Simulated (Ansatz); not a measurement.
System: LiH, space group Fm-3m (No. 225) (one of a set of cubic test structures, which need not be the stable phase).

Computed with Ansatz 0.2.0 development build: equation of state of a cubic crystal from periodic Kohn-Sham density functional theory without spin, third-order Birch-Murnaghan fit to the free energies; pressure corrected for the finite basis. Level: HSE06.

structure type rock salt; atoms in cell 2; space group number 225; lattice centring face-centred primitive; k mesh 4×4×4; occupation method Fermi–Dirac; occupation width 0.05 eV; wave cutoff 420 eV; datasets soft-1 PAW; density tolerance 1e−07 eV; bands 6; density cutoff ratio 4; search for lower states default; exchange singularity Wigner-Seitz.

What does the calculation give for the energy above the lowest point and pressure against volume? The volume takes the values 7.4710, 7.7146, 7.9582, 8.2018, 8.4454 Å³/atom.

A third-order Birch–Murnaghan fit gives V0 = 8.00 Å³/atom, B0 = 37.4 GPa and B′ = 3.5. The energy above the lowest point is 4.42 meV/atom at volume 7.4710 Å³/atom and 2.70 meV/atom at 8.4454 Å³/atom; the lowest computed point is at volume 7.9582 Å³/atom (0.00 meV/atom), and no other minimum shows among the points. The pressure falls from 2.842 GPa at volume 7.4710 Å³/atom to −1.875 GPa at 8.4454 Å³/atom, and changes sign near 8.00 Å³/atom.

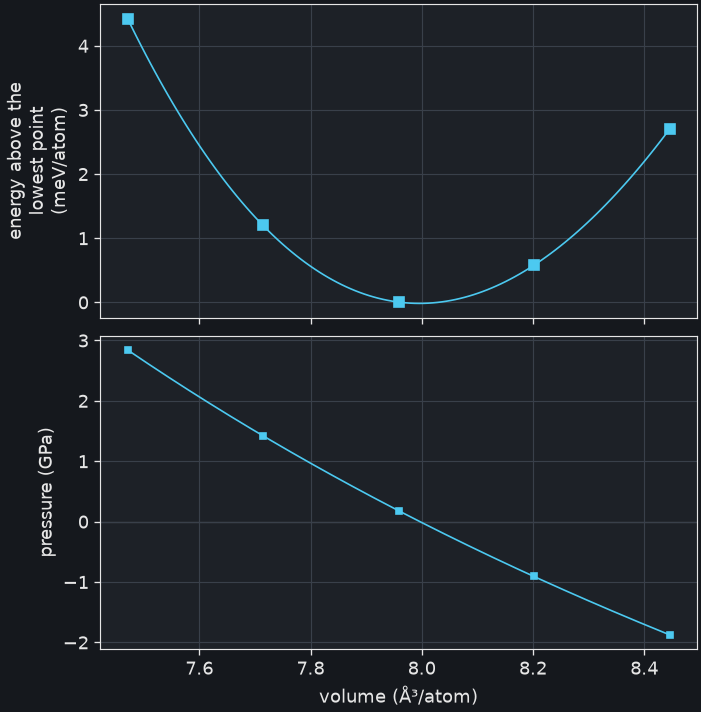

Limits of the calculation: modest k-mesh, values are not fully converged in k.
